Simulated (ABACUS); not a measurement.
**Energy of Sr along an even scaling of the cell**

System: Sr (Fm-3m, 1 atom in the cell).
Method: Kohn-Sham DFT of a periodic cell, PBE, PseudoDojo NC SR 0.4.1 PBE standard, no spin polarisation (ABACUS 3.10.1).

The 7 runs differ only in the geometry, by an even scaling of the cell at fixed fractional positions. The structure derives from an entry of the Crystallography Open Database.

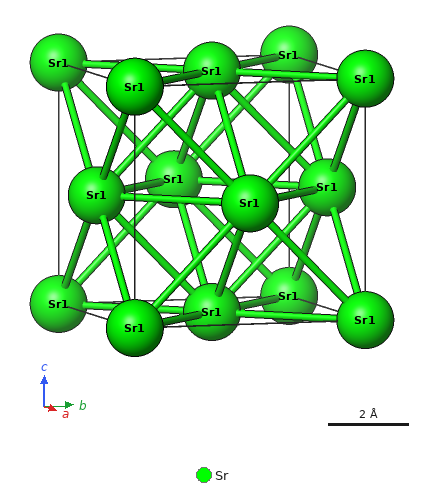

Figure 1. The structure of run 4 (ball-and-stick view of the cell 4 times as large as that of the calculation, set on its symmetry axes, seen slightly off an axis; atoms are numbered from 1 in the order of the input).

## Input of run 4
```
INPUT_PARAMETERS
suffix              Sr
calculation         scf
basis_type          pw
pseudo_dir          ./
symmetry            1
dft_functional      pbe
ecutwfc             68
pseudo_rcut         10
nspin               1
nbands              9
ks_solver           dav
smearing_method     fd
smearing_sigma      0.00367493
scf_thr             1e-08
scf_nmax            100
mixing_type         broyden
mixing_beta         0.7
cal_force           1
cal_stress          1
kpar                4
```

## File STRU of run 4
```
ATOMIC_SPECIES
Sr 87.6200 Sr.upf

LATTICE_CONSTANT
1.8897261246

LATTICE_VECTORS
0.0000000000 3.0423500000 3.0423500000
3.0423500000 0.0000000000 3.0423500000
3.0423500000 3.0423500000 0.0000000000

ATOMIC_POSITIONS
Direct

Sr
0.0
1
0.0000000000 0.0000000000 0.0000000000 1 1 1
```

## File KPT of run 4
```
K_POINTS
0
Gamma
8 8 8 0 0 0
```

Command:
```bash
OMP_NUM_THREADS=1 mpirun -np 4 abacus > log
```

Run 3 differs from it as follows:
```diff
-0.0000000000 3.0423500000 3.0423500000
-3.0423500000 0.0000000000 3.0423500000
-3.0423500000 3.0423500000 0.0000000000
+0.0000000000 3.0219309284 3.0219309284
+3.0219309284 0.0000000000 3.0219309284
+3.0219309284 3.0219309284 0.0000000000
```

## Results, with one run withheld

```csv
run,volume per atom (Å³),"free energy per atom, from the lowest run given (meV)",pressure (GPa)
1,52.940,1.89,0.41
2,54.067,0.00,0.14
3,55.193,?,?
4,56.319,1.42,−0.32
5,57.446,4.43,−0.53
6,58.572,8.80,−0.72
7,59.698,14.41,−0.89
```

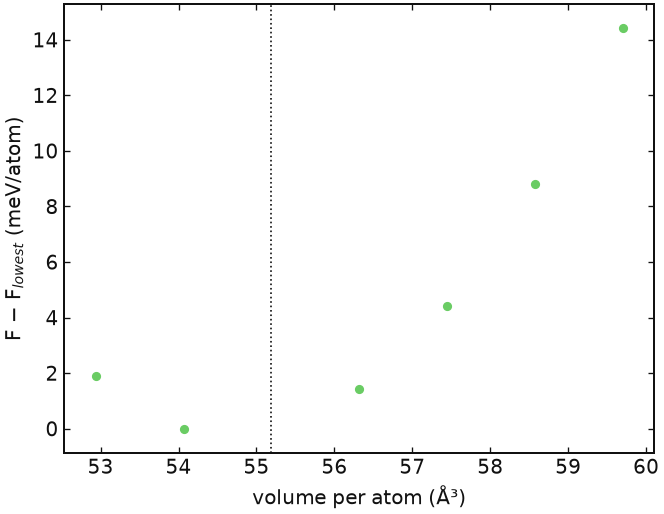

Figure 2. Free energy per atom of the runs given; the dotted line marks run 3.

Estimate the energy of run 3 from the others.

A cubic polynomial in V^(−2/3) (the Birch–Murnaghan form), fitted to the 6 runs given, misses them by under 0.01 meV per atom. With x = V^(−2/3) − 0.06798 Å⁻², it reads F = 1.6285 − 2675.8 x + 9.4988e+05 x² − 4.0013e+06 x³ (meV per atom). At run 3 it gives −0.10 meV per atom, and the run itself gives −0.10. The slope of the fit gives a pressure −dF/dV of −0.10 GPa there, and the run prints −0.10 GPa. The fit has its minimum at 54.695 Å³ per atom, where V d²F/dV² gives 11.7 GPa: the bulk modulus at this level, since symmetry fixes the shape and the positions.

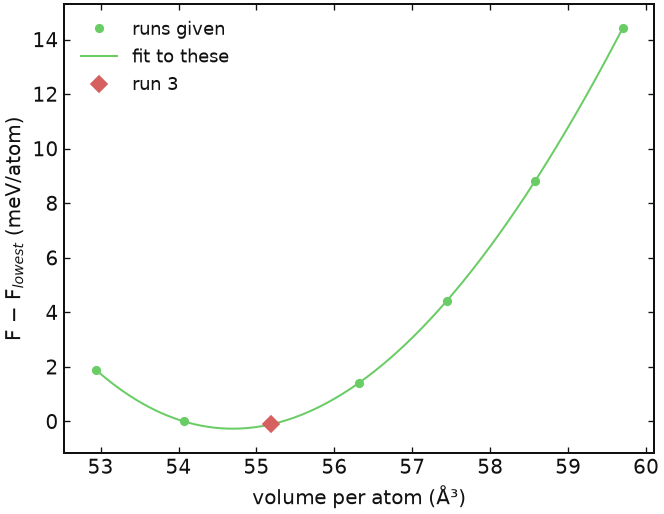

Figure 3. The fit and the withheld run.

## Some lines of the output (run 3)
```
[...]
                          Volume (Bohr^3) = 372.46
                             Volume (A^3) = 55.1929
 E_Fermi        0.3744002850         5.0939772086
 E_Fermi        0.3736689850         5.0840273615
 E_Fermi        0.3734934233         5.0816387218
 E_Fermi        0.3735159543         5.0819452729
 E_KS(sigma->0) -68.4675426842       -931.5487085627
 E_Fermi        0.3735165878         5.0819538912
 final etot is -931.55283642 eV
 EFERMI = 5.0819538912 eV
 TOTAL-PRESSURE: -1.008049 KBAR
 !FINAL_ETOT_IS -931.5528364172413376 eV
```
